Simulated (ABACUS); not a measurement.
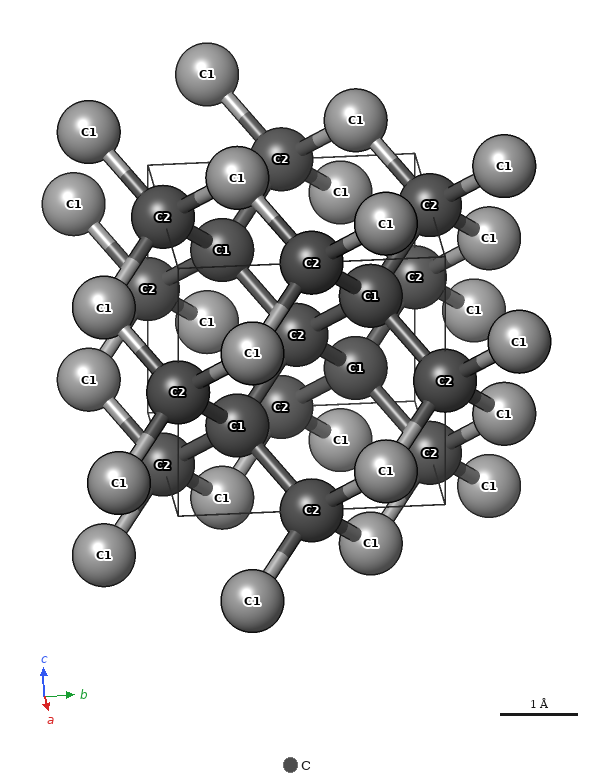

Fig. 1: The input geometry (ball-and-stick view of the cell 4 times as large as that of the calculation, set on its symmetry axes, seen at an oblique angle; neighbours outside the cell are drawn fainter; atoms are numbered from 1 in the order of the input). An atom can appear more than once, as a periodic image.

**C: single-point calculation at one volume of an equation of state (part 1 of 2)**

System: C (2 atoms in the cell).
Method: Kohn-Sham DFT of a periodic cell, r2SCAN, SG15 ONCV 1.2 PBE, no spin polarisation (ABACUS 3.10.1).

The structure derives from an entry of the Crystallography Open Database. It belongs to a series of runs on one base structure; here: volume scaled by 0.94.

What the program printed
```
ABACUS v3.10.1

               Atomic-orbital Based Ab-initio Computation at UStc

 ------------------------------------------------------------------------------------

 READING GENERAL INFORMATION
                           global_out_dir = OUT.C/
                           global_in_card = INPUT
                               pseudo_dir = ./
                              orbital_dir =
                                    DSIZE = 4
                                    GSIZE = 1

 READING UNITCELL INFORMATION
                                    ntype = 1
                  lattice constant (Bohr) = 1.88973
              lattice constant (Angstrom) = 1

 READING ATOM TYPE 1
                               atom label = C
                      L=0, number of zeta = 1
                      L=1, number of zeta = 1
                      L=2, number of zeta = 1
             number of atom for this type = 2

                        TOTAL ATOM NUMBER = 2
DIRECT COORDINATES
    atom                   x                   y                   z     mag                  vx                  vy                  vz
taud_C1            0.7500000000        0.7500000000        0.7500000000  0.0000        0.0000000000        0.0000000000        0.0000000000
taud_C2            0.5000000000        0.5000000000        0.5000000000  0.0000        0.0000000000        0.0000000000        0.0000000000

                          Volume (Bohr^3) = 71.958
                             Volume (A^3) = 10.6631

 Lattice vectors: (Cartesian coordinate: in unit of a_0)
             +2.47058                  +0                  +0
             +1.23529            +2.13959                  +0
             +1.23529           +0.713195            +2.01722
 Reciprocal vectors: (Cartesian coordinate: in unit of 2 pi/a_0)
            +0.404763            -0.23369           -0.165244
                   -0            +0.46738           -0.165244
                   +0                  -0           +0.495732
 The esolver type has been set to : ksdft_pw

                PAO radial cut off (Bohr) = 7

 Read in pseudopotential file is C_ONCV_PBE-1.2.upf
                     pseudopotential type = NC
          exchange-correlation functional = PBE
                 nonlocal core correction = 0
                        valence electrons = 4
                                     lmax = 1
                           number of zeta = 0
                     number of projectors = 4
                           L of projector = 0
                           L of projector = 0
                           L of projector = 1
                           L of projector = 1
 XC functional updated to : MGGA_X_R2SCAN+MGGA_C_R2SCAN
          exchange-correlation functional = MGGA_X_R2SCAN+MGGA_C_R2SCAN
     initial pseudo atomic orbital number = 0

 SETUP THE ELECTRONS NUMBER
             electron number of element C = 4
       total electron number of element C = 8
            AUTOSET number of electrons:  = 8
                           occupied bands = 4
                                   NBANDS = 8
                                   NLOCAL = 18

 SETUP THE PLANE WAVE BASIS
 energy cutoff for charge/potential (unit:Ry) = 380
            fft grid for charge/potential = [ 30, 30, 30 ]
                        fft grid division = [ 1, 1, 1 ]
        big fft grid for charge/potential = [ 30, 30, 30 ]
                                     nbxx = 27000
                                     nrxx = 27000

 SETUP PLANE WAVES FOR CHARGE/POTENTIAL
                    number of plane waves = 9089
                         number of sticks = 583

 PARALLEL PW FOR CHARGE/POTENTIAL
     PROC   COLUMNS(POT)             PW
        1            583           9089
 --------------- sum -------------------
        1            583           9089
                            number of |g| = 142
                                  max |g| = 34.3231
                                  min |g| = 0

----------- Double Check Mixing Parameters Begin ------------
mixing_type: broyden
mixing_beta: 0.7
mixing_gg0: 1
mixing_gg0_min: 0.1
mixing_ndim: 8
----------- Double Check Mixing Parameters End ------------

 LATTICE VECTORS: (CARTESIAN COORDINATE: IN UNIT OF A0)
             +2.47058                  +0                  +0
             +1.23529            +2.13959                  +0
             +1.23529           +0.713195            +2.01722
                       right hand lattice = 1
                                   NORM_A = 2.47058
                                   NORM_B = 2.47058
                                   NORM_C = 2.47058
                           ALPHA (DEGREE) = 60
                           BETA  (DEGREE) = 60
                           GAMMA (DEGREE) = 60

 The lattice vectors have been changed (STRU_SIMPLE.cif)

(for optimal symmetric configuration:)
                             BRAVAIS TYPE = 3
                     BRAVAIS LATTICE NAME = 03. Cubic F (face-centered)
                                    ibrav = 3
                                    IBRAV = 3
                                  BRAVAIS = FACE CENTERED CUBIC
                       LATTICE CONSTANT A = 3.49393
Original cell was already a primitive cell.
                        ROTATION MATRICES = 48
              PURE POINT GROUP OPERATIONS = 24
                   SPACE GROUP OPERATIONS = 48
                                       C2 = 3
                                       C3 = 8
                                       C4 = 0
                                       C6 = 0
                                       S1 = 6
                                       S3 = 0
                                       S4 = 6
                                       S6 = 0
                              POINT GROUP = T_d
               POINT GROUP IN SPACE GROUP = O_h

 SETUP K-POINTS
                                    nspin = 1
                   Input type of k points = Monkhorst-Pack(Gamma)
                                   nkstot = 512
                       right hand lattice = 1
(for reciprocal lattice: )
                             BRAVAIS TYPE = 2
                     BRAVAIS LATTICE NAME = 02. Cubic I (body-centered)
                                    ibrav = 2
                       right hand lattice = 1
(for k-lattice: )
                             BRAVAIS TYPE = 2
                     BRAVAIS LATTICE NAME = 02. Cubic I (body-centered)
                                    ibrav = 2
                       right hand lattice = 1
                        ROTATION MATRICES = 48
                               nkstot_ibz = 29
K-POINTS REDUCTION ACCORDING TO SYMMETRY
     IBZ    DIRECT_X    DIRECT_Y    DIRECT_Z  WEIGHT  ibz2bz
       1  0.00000000  0.00000000  0.00000000  0.0020       0
       2  0.12500000  0.12500000  0.12500000  0.0156       1
       3  0.25000000  0.25000000  0.25000000  0.0156       2
       4  0.37500000  0.37500000  0.37500000  0.0156       3
       5  0.50000000  0.50000000  0.50000000  0.0078       4
       6  0.12500000  0.12500000  0.00000000  0.0117       9
       7  0.25000000  0.25000000  0.12500000  0.0469      10
       8  0.37500000  0.37500000  0.25000000  0.0469      11
       9  0.50000000  0.50000000  0.37500000  0.0469      12
      10  0.50000000  0.37500000  0.37500000  0.0469      13
      11  0.37500000  0.25000000  0.25000000  0.0469      14
      12  0.12500000  0.12500000  0.25000000  0.0234      15
      13  0.25000000  0.25000000  0.00000000  0.0117      18
      14  0.37500000  0.37500000  0.12500000  0.0469      19
      15  0.50000000  0.50000000  0.25000000  0.0469      20
      16 -0.37500000  0.37500000  0.37500000  0.0469      21
      17  0.50000000  0.25000000  0.25000000  0.0234      22
      18  0.37500000  0.37500000  0.00000000  0.0117      27
      19  0.50000000  0.50000000  0.12500000  0.0469      28
      20 -0.25000000  0.37500000  0.37500000  0.0234      29
      21  0.50000000  0.50000000  0.00000000  0.0059      36
      22  0.37500000  0.25000000  0.12500000  0.0469      83
      23  0.50000000  0.37500000  0.25000000  0.0938      84
      24  0.50000000  0.37500000 -0.37500000  0.0469      85
      25  0.50000000  0.37500000  0.12500000  0.0469      92
      26  0.50000000  0.37500000 -0.25000000  0.0938      93
      27 -0.37500000  0.37500000  0.25000000  0.0469      94
      28 -0.12500000  0.50000000  0.37500000  0.0234     101
      29  0.50000000  0.25000000 -0.25000000  0.0117     166

                               nkstot now = 29
[... K-POINTS DIRECT COORDINATES: 29 rows ...]

           k-point number in this process = 8
       minimum distributed K point number = 7
[... stars of the k points ...]

[... K-POINTS CARTESIAN COORDINATES: 8 rows ...]

[... K-POINTS DIRECT COORDINATES: 8 rows ...]

 SETUP PLANE WAVES FOR WAVE FUNCTIONS
     energy cutoff for wavefunc (unit:Ry) = 95
              fft grid for wave functions = [ 30, 30, 30 ]
                    number of plane waves = 1459
                         number of sticks = 163

 PARALLEL PW FOR WAVE FUNCTIONS
     PROC   COLUMNS(POT)             PW
        1            163           1459
 --------------- sum -------------------
        1            163           1459

 SETUP NONLOCAL PSEUDOPOTENTIALS IN PLANE WAVE BASIS
 C non-local projectors:
 projector 1 L=0
 projector 2 L=0
 projector 3 L=1
 projector 4 L=1
      TOTAL NUMBER OF NONLOCAL PROJECTORS = 16

 Init Non-Local PseudoPotential table :
 Init Non-Local-Pseudopotential done.

                                     npwx = 1158

 -------------------------------------------
 SELF-CONSISTENT
 -------------------------------------------
                                 init_chg = atomic

 PW ALGORITHM --------------- ION=   1  ELEC=   1--------------------------------

 Density error is 0.119864690716
                          Error Threshold = 0.01
----------------------------------------------------------
     Energy           Rydberg                 eV
----------------------------------------------------------
 E_KohnSham     -22.7283549038       -309.2351328575
 E_Harris       -22.1090323914       -300.8088177895
 E_Fermi        1.2043495885         16.3860167878
----------------------------------------------------------

 PW ALGORITHM --------------- ION=   1  ELEC=   2--------------------------------

 Density error is 0.00759347591875
                          Error Threshold = 0.00149830863396
----------------------------------------------------------
     Energy           Rydberg                 eV
----------------------------------------------------------
 E_KohnSham     -22.7462558594       -309.4786878535
 E_Harris       -22.6073924260       -307.5893539154
 E_Fermi        1.2575389798         17.1096955823
----------------------------------------------------------

 PW ALGORITHM --------------- ION=   1  ELEC=   3--------------------------------

 Density error is 3.82174674119e-05
                          Error Threshold = 9.49184489844e-05
----------------------------------------------------------
     Energy           Rydberg                 eV
----------------------------------------------------------
 E_KohnSham     -22.7468991757       -309.4874406209
 E_Harris       -22.7475472760       -309.4962584777
 E_Fermi        1.2823335077         17.4470424412
----------------------------------------------------------
```
